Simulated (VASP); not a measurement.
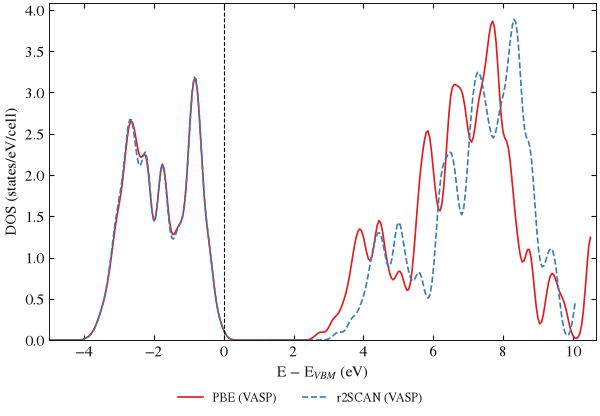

Total densities of states of CaO, space group P4/mmm, 2 atoms in the cell, CsCl type, uniaxial (z) strain +3.1%, by two methods on the same cell. The curves are built from the levels of the k mesh with Gaussians 0.3 eV wide, which also blur the band edges. Each is counted from its own valence-band top.

**What changes from one method to the other?**

PBE (VASP) gives a gap of 2.67 eV and r2SCAN (VASP) gives a gap of 3.18 eV.

Settings. PBE (VASP): DFT, PBE, plane waves, PAW, 8×8×8 k mesh, 520 eV cutoff, Fermi-Dirac smearing of 0.02 eV (VASP). r2SCAN (VASP): DFT, r2SCAN, plane waves, PAW, 8×8×8 k mesh, 520 eV cutoff (VASP 6.6.1).
